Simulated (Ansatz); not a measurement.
# Geometry relaxation of HfO₂ (part 1 of 3)

HfO₂ (P2₁/c, 12 atoms in the cell), computed with DFT PBEsol, scalar-relativistic, plane waves, PAW, no spin polarisation (Ansatz 0.2.0).

The structure derives from an entry of the Crystallography Open Database.

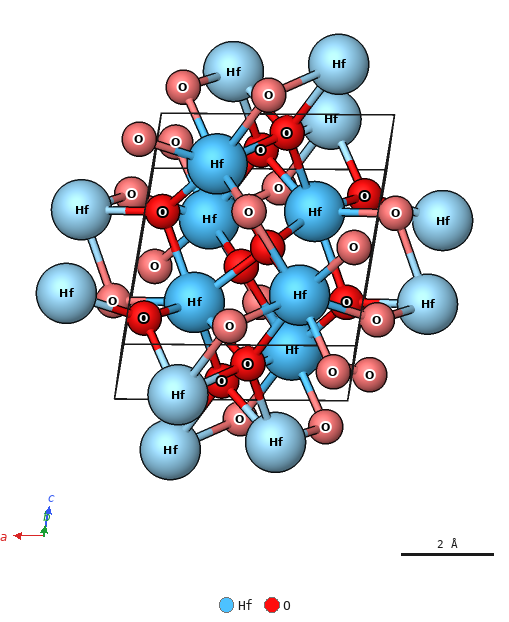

Fig. 1: The starting structure (ball-and-stick view of the cell of the calculation, seen at an oblique angle; neighbours outside the cell are drawn fainter).

### Input file
```yaml
crystal:
  lattice:
    - [5.118, 0.0, 0.0]
    - [0.0, 5.1857, 0.0]
    - [-0.8586630598, 0.0, 5.2138671406]
  atoms:
    - { symbol: Hf, position: [0.2755, 0.0397, 0.208] }
    - { symbol: Hf, position: [0.7245, 0.5397, 0.292] }
    - { symbol: Hf, position: [0.7245, 0.9603, 0.792] }
    - { symbol: Hf, position: [0.2755, 0.4603, 0.708] }
    - { symbol: O, position: [0.4487, 0.7581, 0.4801] }
    - { symbol: O, position: [0.5513, 0.2581, 0.0199] }
    - { symbol: O, position: [0.5513, 0.2419, 0.5199] }
    - { symbol: O, position: [0.4487, 0.7419, 0.9801] }
    - { symbol: O, position: [0.0742, 0.3316, 0.3467] }
    - { symbol: O, position: [0.9258, 0.8316, 0.1533] }
    - { symbol: O, position: [0.9258, 0.6684, 0.6533] }
    - { symbol: O, position: [0.0742, 0.1684, 0.8467] }
basis:
  ecutwfc: 420
kpoints:
  mp_grid: { grid: [6, 6, 6] }
hamiltonian:
  xc: pbesol
scf:
  occupations: { method: gaussian, width: 0.02 }
output:
  forces: true
  stress: true
  eigenvalues: true
  write_density: true
  write_potential: true
  elf: true
  volumetric_format: npy
relax:
  adjacent_minimum: "off"
  f_tol: 0.005
  max_steps: 80
  cell: { stress_tol: 0.05 }
```

Run on 8 threads of Arm Neoverse V1, 24 GiB of memory available, shared host.

Run as:
```bash
ansatz run input.yaml --threads 8 --pin off --max-ram 22528MiB --backend cpu --events-out ev --progress --plain --runs-dir out
```

### Output
```
Engine: ansatz 0.2.0, aarch64-unknown-linux-gnu
Pseudopotentials: kind: paw
Pseudopotential: Hf, paw, valence charge 26, recommended cutoff 420 eV (normal), Hf.paw.azcp
Pseudopotential: O, paw, valence charge 6, recommended cutoff 420 eV (normal), O.paw.azcp
Functional definition: PBEsol
  exchange = pbesol_x
  correlation = pbesol_c
Crystal: 12 atoms, lattice volume = 138.378 Å³
Basis set: ecut = 420 eV, 2699 PW (Γ), exchange–correlation on 72×72×72 points (8 copies of the dense FFT grid, shifted against one another)
Bands: 92, of which v1, the nominal top of the filled ones, is band 76 counted from 1 (75 counted from 0)
Symmetry: 4 space group operations
Space group: P21/c (ITA 14), of the structure as read, at distance tolerance 5.2e-5 Å
k-points: 80 of 216
Non-local potential: Hf, projectors of the file, l = 0: 3, l = 1: 2, l = 2: 2, l = 3: 3
Non-local potential: O, projectors of the file, l = 0: 2, l = 1: 2, l = 2: 1
PAW form: soft (Blöchl's): semilocal exchange-correlation on the pseudo side does not see the compensation charge
PAW frozen core: Hf, regenerated for the run's functional, and the local potential with it (the file was generated under x = pbe(κ = 0.804, μ = 0.2195149727645171), c = pbe(β = 0.06672455060314922))
PAW frozen core: O, regenerated for the run's functional, and the local potential with it (the file was generated under x = pbe(κ = 0.804, μ = 0.2195149727645171), c = pbe(β = 0.06672455060314922))
PAW one-centre angular grid: Hf, 590 points (default); XC on 64 Gauss nodes
PAW one-centre angular grid: O, 110 points (default); XC on 64 Gauss nodes
Initial density: superposition of atomic densities (neutral atoms: chi_scale 0, normalization atom), corrected by the library's trained network
Initial wavefunctions: pseudopotential atomic-orbital guess
Functional: x = pbesol(κ = 0.804, μ = 0.12345679012345678), c = pbesol(β = 0.046)
SCF iter   1: F=—  HF=-66901.211659 eV  |F-HF|=—  |Δ(HF+E_count)|=         —  Δρ=1.86e-2  dr2=3.90e-1  ethr=1.77e-3  ⟨swp⟩=6.0  Hψ=22804  notcnv=0  defer=354
preconditioner: auto → Resta (q_TF=auto, 2.771 Å⁻¹)  ε∞=5.4  [insulator: Δε(μ)=3.841 eV  Ē_g=18.056 eV  σ=0.020 eV  W_gap=1.00  n_scr=52 (ndim 8)  ℏωp=37.9 eV  f_vac=0.076  D(μ)=0.00/eV (n_scr^D=0)  ε∞_Penn≈5.4]
SCF iter   2: F=—  HF=-66901.113623 eV  |F-HF|=—  |Δ(HF+E_count)|=   9.80e-2  Δρ=3.01e-3  dr2=4.74e-3  ethr=2.56e-4  ⟨swp⟩=2.0  Hψ=13366  notcnv=0  defer=787
SCF iter   3: F=—  HF=-66901.113741 eV  |F-HF|=—  |Δ(HF+E_count)|=   1.18e-4  Δρ=1.52e-3  dr2=1.61e-3  ethr=3.12e-6  ⟨swp⟩=2.0  Hψ=11533  notcnv=0  defer=787
SCF iter   4: F=—  HF=-66901.114232 eV  |F-HF|=—  |Δ(HF+E_count)|=   4.91e-4  Δρ=6.25e-4  dr2=3.71e-4  ethr=1.06e-6  ⟨swp⟩=2.9  Hψ=14330  notcnv=0  defer=787
SCF iter   5: F=—  HF=-66901.114106 eV  |F-HF|=—  |Δ(HF+E_count)|=   1.27e-4  Δρ=1.45e-4  dr2=2.65e-5  ethr=2.44e-7  ⟨swp⟩=2.7  Hψ=15133  notcnv=0  defer=787
SCF iter   6: F=—  HF=-66901.114108 eV  |F-HF|=—  |Δ(HF+E_count)|=   2.00e-6  Δρ=2.73e-5  dr2=1.24e-6  ethr=1.74e-8  ⟨swp⟩=2.0  Hψ=12653  notcnv=0  defer=787
SCF iter   7: F=—  HF=-66901.114108 eV  |F-HF|=—  |Δ(HF+E_count)|=   6.41e-7  Δρ=1.29e-5  dr2=2.12e-7  ethr=6.58e-11  ⟨swp⟩=15.0  Hψ=69011  notcnv=0
SCF iter   8: F=-66901.114108 eV  HF=-66901.114108 eV  |F-HF|=5.39e-8  |Δ(HF+E_count)|=   3.49e-8  Δρ=7.96e-6  dr2=8.02e-8  ethr=6.58e-11  ⟨swp⟩=8.0  Hψ=46302  notcnv=0
SCF 1 converged in 8 iterations: F = -66901.114108 eV  dr2 = 8.02e-8
  greatest PAW one-centre occupation: 0.999 electrons in one spin orbital (limit 2), on the Hf atom at site 2 (counted from 0), in its partial waves of l = 3
relax step   1: F+E_penalty+E_count = -66901.11410812 eV  Δ(F+E_penalty+E_count) = +0.000e0 eV  max|allowed force component| = 3.921e-1 eV/Å  Δτ_max = 0.0000 Å  P = -1.616 GPa  Ω = 138.378 Å³  (8 SCF iters, dr2 threshold 1.00e-7 eV, accepted)
Crystal: 12 atoms, lattice volume = 136.932 Å³
Basis set: ecut = 420 eV, 2679 PW (Γ), exchange–correlation on 72×72×72 points (8 copies of the dense FFT grid, shifted against one another)
Initial density: handed on by an earlier stage of this run
Initial wavefunctions: those handed on with the density
iter 1 solved again at ethr=3.06e-5 eV; its pass at ethr=3.10e-3 eV (dr2=4.65e-2 eV) is discarded
SCF iter   1: F=—  HF=-66901.151054 eV  |F-HF|=—  |Δ(HF+E_count)|=         —  Δρ=7.86e-3  dr2=4.51e-2  ethr=3.06e-5  ⟨swp⟩=3.7  Hψ=31811  notcnv=0
preconditioner: auto → Resta (q_TF=auto, 2.776 Å⁻¹)  ε∞=5.4  [insulator: Δε(μ)=3.862 eV  Ē_g=18.152 eV  σ=0.020 eV  W_gap=1.00  n_scr=52 (ndim 8)  ℏωp=38.1 eV  f_vac=0.071  D(μ)=0.00/eV (n_scr^D=0)  ε∞_Penn≈5.4]
SCF iter   2: F=—  HF=-66901.139455 eV  |F-HF|=—  |Δ(HF+E_count)|=   1.16e-2  Δρ=3.83e-3  dr2=8.64e-3  ethr=2.96e-5  ⟨swp⟩=3.2  Hψ=13905  notcnv=0
SCF iter   3: F=—  HF=-66901.137283 eV  |F-HF|=—  |Δ(HF+E_count)|=   2.17e-3  Δρ=8.90e-4  dr2=6.50e-4  ethr=5.68e-6  ⟨swp⟩=2.0  Hψ=14388  notcnv=0
SCF iter   4: F=—  HF=-66901.137094 eV  |F-HF|=—  |Δ(HF+E_count)|=   1.89e-4  Δρ=3.36e-4  dr2=8.11e-5  ethr=4.27e-7  ⟨swp⟩=2.0  Hψ=12193  notcnv=0
SCF iter   5: F=—  HF=-66901.137091 eV  |F-HF|=—  |Δ(HF+E_count)|=   2.91e-6  Δρ=1.18e-4  dr2=1.76e-5  ethr=5.34e-8  ⟨swp⟩=3.0  Hψ=15309  notcnv=0
SCF iter   6: F=—  HF=-66901.137090 eV  |F-HF|=—  |Δ(HF+E_count)|=   1.13e-6  Δρ=4.43e-5  dr2=2.80e-6  ethr=1.16e-8  ⟨swp⟩=2.0  Hψ=11836  notcnv=0
SCF iter   7: F=-66901.137091 eV  HF=-66901.137091 eV  |F-HF|=2.40e-7  |Δ(HF+E_count)|=   1.12e-6  Δρ=1.93e-5  dr2=4.31e-7  ethr=7.89e-10  ⟨swp⟩=10.3  Hψ=63977  notcnv=0
SCF 2 converged in 7 iterations: F = -66901.137091 eV  dr2 = 4.31e-7
  greatest PAW one-centre occupation: 0.999 electrons in one spin orbital (limit 2), on the Hf atom at site 3 (counted from 0), in its partial waves of l = 3
relax step   2: F+E_penalty+E_count = -66901.13709070 eV  Δ(F+E_penalty+E_count) = -2.298e-2 eV  max|allowed force component| = 2.121e-1 eV/Å  Δτ_max = 0.0329 Å  P = +0.279 GPa  Ω = 136.932 Å³  energy of the carried Pulay correction = +7.638e-3 eV  (7 SCF iters, dr2 threshold 1.20e-6 eV, accepted)
Crystal: 12 atoms, lattice volume = 137.226 Å³
Basis set: ecut = 420 eV, 2685 PW (Γ), exchange–correlation on 72×72×72 points (8 copies of the dense FFT grid, shifted against one another)
iter 1 solved again at ethr=4.66e-6 eV; its pass at ethr=3.10e-3 eV (dr2=7.08e-3 eV) is discarded
SCF iter   1: F=—  HF=-66901.157319 eV  |F-HF|=—  |Δ(HF+E_count)|=         —  Δρ=3.04e-3  dr2=6.82e-3  ethr=4.66e-6  ⟨swp⟩=4.3  Hψ=30181  notcnv=0
preconditioner: auto → Resta (q_TF=auto, 2.775 Å⁻¹)  ε∞=5.4  [insulator: Δε(μ)=3.970 eV  Ē_g=18.145 eV  σ=0.020 eV  W_gap=1.00  n_scr=48 (ndim 8)  ℏωp=38.0 eV  f_vac=0.073  D(μ)=0.00/eV (n_scr^D=0)  ε∞_Penn≈5.4]
SCF iter   2: F=—  HF=-66901.155558 eV  |F-HF|=—  |Δ(HF+E_count)|=   1.76e-3  Δρ=1.47e-3  dr2=1.28e-3  ethr=4.49e-6  ⟨swp⟩=2.6  Hψ=12876  notcnv=0
SCF iter   3: F=—  HF=-66901.155224 eV  |F-HF|=—  |Δ(HF+E_count)|=   3.34e-4  Δρ=3.26e-4  dr2=7.57e-5  ethr=8.44e-7  ⟨swp⟩=2.0  Hψ=14377  notcnv=0
SCF iter   4: F=—  HF=-66901.155165 eV  |F-HF|=—  |Δ(HF+E_count)|=   5.90e-5  Δρ=1.15e-4  dr2=9.85e-6  ethr=4.98e-8  ⟨swp⟩=2.0  Hψ=11848  notcnv=0
SCF iter   5: F=—  HF=-66901.155165 eV  |F-HF|=—  |Δ(HF+E_count)|=   2.23e-7  Δρ=3.45e-5  dr2=1.28e-6  ethr=6.48e-9  ⟨swp⟩=2.0  Hψ=11520  notcnv=0
SCF iter   6: F=-66901.155164 eV  HF=-66901.155164 eV  |F-HF|=3.68e-8  |Δ(HF+E_count)|=   1.79e-7  Δρ=1.35e-5  dr2=2.33e-7  ethr=7.89e-10  ⟨swp⟩=11.3  Hψ=64670  notcnv=0
SCF 3 converged in 6 iterations: F = -66901.155164 eV  dr2 = 2.33e-7
relax step   3: F+E_penalty+E_count = -66901.15516444 eV  Δ(F+E_penalty+E_count) = -1.807e-2 eV  max|allowed force component| = 5.578e-2 eV/Å  Δτ_max = 0.0117 Å  P = +0.054 GPa  Ω = 137.226 Å³  energy of the carried Pulay correction = +6.078e-3 eV  (6 SCF iters, dr2 threshold 1.20e-6 eV, accepted)
Crystal: 12 atoms, lattice volume = 137.275 Å³
iter 1 solved again at ethr=9.38e-8 eV; its pass at ethr=3.10e-3 eV (dr2=1.43e-4 eV) is discarded
SCF iter   1: F=—  HF=-66901.156176 eV  |F-HF|=—  |Δ(HF+E_count)|=         —  Δρ=4.27e-4  dr2=1.39e-4  ethr=9.38e-8  ⟨swp⟩=4.0  Hψ=28106  notcnv=0  defer=5
preconditioner: auto → Resta (q_TF=auto, 2.775 Å⁻¹)  ε∞=5.4  [insulator: Δε(μ)=3.966 eV  Ē_g=18.144 eV  σ=0.020 eV  W_gap=1.00  n_scr=48 (ndim 8)  ℏωp=38.0 eV  f_vac=0.073  D(μ)=0.00/eV (n_scr^D=0)  ε∞_Penn≈5.4]
SCF iter   2: F=—  HF=-66901.156107 eV  |F-HF|=—  |Δ(HF+E_count)|=   6.87e-5  Δρ=2.30e-4  dr2=3.81e-5  ethr=9.18e-8  ⟨swp⟩=1.1  Hψ=7404  notcnv=0
SCF iter   3: F=—  HF=-66901.156104 eV  |F-HF|=—  |Δ(HF+E_count)|=   3.23e-6  Δρ=8.05e-5  dr2=7.73e-6  ethr=2.51e-8  ⟨swp⟩=2.0  Hψ=11722  notcnv=0
SCF iter   4: F=—  HF=-66901.156102 eV  |F-HF|=—  |Δ(HF+E_count)|=   1.26e-6  Δρ=1.81e-5  dr2=3.65e-7  ethr=5.09e-9  ⟨swp⟩=2.0  Hψ=11855  notcnv=0
SCF iter   5: F=-66901.156102 eV  HF=-66901.156102 eV  |F-HF|=4.07e-9  |Δ(HF+E_count)|=   3.62e-8  Δρ=4.53e-6  dr2=1.95e-8  ethr=1.28e-10  ⟨swp⟩=12.6  Hψ=55331  notcnv=0
SCF 4 converged in 5 iterations: F = -66901.156102 eV  dr2 = 1.95e-8
relax step   4: F+E_penalty+E_count = -66901.15610236 eV  Δ(F+E_penalty+E_count) = -9.379e-4 eV  max|allowed force component| = 3.319e-2 eV/Å  Δτ_max = 0.0036 Å  P = -0.001 GPa  Ω = 137.275 Å³  energy of the carried Pulay correction = +5.816e-3 eV  (5 SCF iters, dr2 threshold 1.94e-7 eV, accepted)
Crystal: 12 atoms, lattice volume = 137.278 Å³
Basis set: ecut = 420 eV, 2689 PW (Γ), exchange–correlation on 72×72×72 points (8 copies of the dense FFT grid, shifted against one another)
iter 1 solved again at ethr=6.58e-7 eV; its pass at ethr=3.10e-3 eV (dr2=1.00e-3 eV) is discarded
SCF iter   1: F=—  HF=-66901.157109 eV  |F-HF|=—  |Δ(HF+E_count)|=         —  Δρ=1.33e-3  dr2=1.02e-3  ethr=6.58e-7  ⟨swp⟩=3.0  Hψ=26189  notcnv=0
preconditioner: auto → Resta (q_TF=auto, 2.775 Å⁻¹)  ε∞=5.4  [insulator: Δε(μ)=3.949 eV  Ē_g=18.142 eV  σ=0.020 eV  W_gap=1.00  n_scr=48 (ndim 8)  ℏωp=38.0 eV  f_vac=0.073  D(μ)=0.00/eV (n_scr^D=0)  ε∞_Penn≈5.4]
SCF iter   2: F=—  HF=-66901.157047 eV  |F-HF|=—  |Δ(HF+E_count)|=   6.20e-5  Δρ=7.24e-4  dr2=3.47e-4  ethr=6.58e-7  ⟨swp⟩=1.0  Hψ=7360  notcnv=0
SCF iter   3: F=—  HF=-66901.157052 eV  |F-HF|=—  |Δ(HF+E_count)|=   4.58e-6  Δρ=2.29e-4  dr2=5.64e-5  ethr=2.28e-7  ⟨swp⟩=2.0  Hψ=11837  notcnv=0
SCF iter   4: F=—  HF=-66901.156994 eV  |F-HF|=—  |Δ(HF+E_count)|=   5.80e-5  Δρ=5.15e-5  dr2=3.40e-6  ethr=3.71e-8  ⟨swp⟩=2.0  Hψ=11853  notcnv=0
SCF iter   5: F=—  HF=-66901.156995 eV  |F-HF|=—  |Δ(HF+E_count)|=   7.46e-7  Δρ=1.48e-5  dr2=2.31e-7  ethr=2.24e-9  ⟨swp⟩=2.0  Hψ=11839  notcnv=0
SCF iter   6: F=—  HF=-66901.156995 eV  |F-HF|=—  |Δ(HF+E_count)|=   1.04e-7  Δρ=9.37e-6  dr2=9.84e-8  ethr=4.53e-11  ⟨swp⟩=11.0  Hψ=53800  notcnv=0
SCF iter   7: F=-66901.156995 eV  HF=-66901.156995 eV  |F-HF|=1.46e-9  |Δ(HF+E_count)|=   1.55e-8  Δρ=1.68e-6  dr2=3.73e-9  ethr=4.53e-11  ⟨swp⟩=7.5  Hψ=44789  notcnv=0
SCF 5 converged in 7 iterations: F = -66901.156995 eV  dr2 = 3.73e-9
relax step   5: F+E_penalty+E_count = -66901.15699474 eV  Δ(F+E_penalty+E_count) = -8.924e-4 eV  max|allowed force component| = 4.129e-2 eV/Å  Δτ_max = 0.0168 Å  P = -0.188 GPa  Ω = 137.278 Å³  energy of the carried Pulay correction = +5.800e-3 eV  (7 SCF iters, dr2 threshold 6.88e-8 eV, accepted)
Crystal: 12 atoms, lattice volume = 137.121 Å³
iter 1 solved again at ethr=2.02e-7 eV; its pass at ethr=3.10e-3 eV (dr2=3.07e-4 eV) is discarded
SCF iter   1: F=—  HF=-66901.158269 eV  |F-HF|=—  |Δ(HF+E_count)|=         —  Δρ=6.71e-4  dr2=2.93e-4  ethr=2.02e-7  ⟨swp⟩=4.1  Hψ=28770  notcnv=0  defer=4
preconditioner: auto → Resta (q_TF=auto, 2.776 Å⁻¹)  ε∞=5.4  [insulator: Δε(μ)=3.969 eV  Ē_g=18.150 eV  σ=0.020 eV  W_gap=1.00  n_scr=48 (ndim 8)  ℏωp=38.1 eV  f_vac=0.072  D(μ)=0.00/eV (n_scr^D=0)  ε∞_Penn≈5.4]
SCF iter   2: F=—  HF=-66901.158234 eV  |F-HF|=—  |Δ(HF+E_count)|=   3.49e-5  Δρ=3.52e-4  dr2=8.52e-5  ethr=1.93e-7  ⟨swp⟩=1.2  Hψ=7404  notcnv=0
SCF iter   3: F=—  HF=-66901.158171 eV  |F-HF|=—  |Δ(HF+E_count)|=   6.25e-5  Δρ=1.31e-4  dr2=1.88e-5  ethr=5.61e-8  ⟨swp⟩=2.0  Hψ=10020  notcnv=0
SCF iter   4: F=—  HF=-66901.158168 eV  |F-HF|=—  |Δ(HF+E_count)|=   3.42e-6  Δρ=2.82e-5  dr2=1.34e-6  ethr=1.24e-8  ⟨swp⟩=2.0  Hψ=11857  notcnv=0
SCF iter   5: F=—  HF=-66901.158168 eV  |F-HF|=—  |Δ(HF+E_count)|=   3.02e-7  Δρ=1.35e-5  dr2=2.40e-7  ethr=1.47e-10  ⟨swp⟩=12.4  Hψ=66455  notcnv=0
SCF iter   6: F=-66901.158168 eV  HF=-66901.158168 eV  |F-HF|=1.26e-8  |Δ(HF+E_count)|=   4.34e-8  Δρ=6.35e-6  dr2=5.96e-8  ethr=1.47e-10  ⟨swp⟩=8.9  Hψ=50724  notcnv=0
SCF 6 converged in 6 iterations: F = -66901.158168 eV  dr2 = 5.96e-8
relax step   6: F+E_penalty+E_count = -66901.15816796 eV  Δ(F+E_penalty+E_count) = -1.173e-3 eV  max|allowed force component| = 2.084e-2 eV/Å  Δτ_max = 0.0065 Å  P = +0.085 GPa  Ω = 137.121 Å³  energy of the carried Pulay correction = +6.635e-3 eV  (6 SCF iters, dr2 threshold 2.24e-7 eV, accepted)
Crystal: 12 atoms, lattice volume = 137.152 Å³
iter 1 solved again at ethr=5.61e-8 eV; its pass at ethr=3.10e-3 eV (dr2=8.53e-5 eV) is discarded
SCF iter   1: F=—  HF=-66901.158183 eV  |F-HF|=—  |Δ(HF+E_count)|=         —  Δρ=3.08e-4  dr2=8.29e-5  ethr=5.61e-8  ⟨swp⟩=2.8  Hψ=23735  notcnv=0
preconditioner: auto → Resta (q_TF=auto, 2.775 Å⁻¹)  ε∞=5.4  [insulator: Δε(μ)=3.964 eV  Ē_g=18.147 eV  σ=0.020 eV  W_gap=1.00  n_scr=48 (ndim 8)  ℏωp=38.0 eV  f_vac=0.072  D(μ)=0.00/eV (n_scr^D=0)  ε∞_Penn≈5.4]
SCF iter   2: F=—  HF=-66901.158118 eV  |F-HF|=—  |Δ(HF+E_count)|=   6.53e-5  Δρ=1.57e-4  dr2=2.07e-5  ethr=5.45e-8  ⟨swp⟩=2.0  Hψ=8664  notcnv=0
SCF iter   3: F=—  HF=-66901.158114 eV  |F-HF|=—  |Δ(HF+E_count)|=   3.51e-6  Δρ=5.66e-5  dr2=3.65e-6  ethr=1.36e-8  ⟨swp⟩=2.2  Hψ=11438  notcnv=0
SCF iter   4: F=—  HF=-66901.158113 eV  |F-HF|=—  |Δ(HF+E_count)|=   7.70e-7  Δρ=1.32e-5  dr2=2.34e-7  ethr=2.40e-9  ⟨swp⟩=2.0  Hψ=11841  notcnv=0
SCF iter   5: F=—  HF=-66901.158113 eV  |F-HF|=—  |Δ(HF+E_count)|=   2.45e-8  Δρ=6.57e-6  dr2=4.77e-8  ethr=1.54e-10  ⟨swp⟩=2.0  Hψ=11920  notcnv=0
SCF iter   6: F=-66901.158113 eV  HF=-66901.158113 eV  |F-HF|=1.31e-10  |Δ(HF+E_count)|=   9.01e-9  Δρ=2.76e-6  dr2=7.59e-9  ethr=2.12e-11  ⟨swp⟩=10.6  Hψ=49750  notcnv=0
SCF 7 converged in 6 iterations: F = -66901.158113 eV  dr2 = 7.59e-9
```
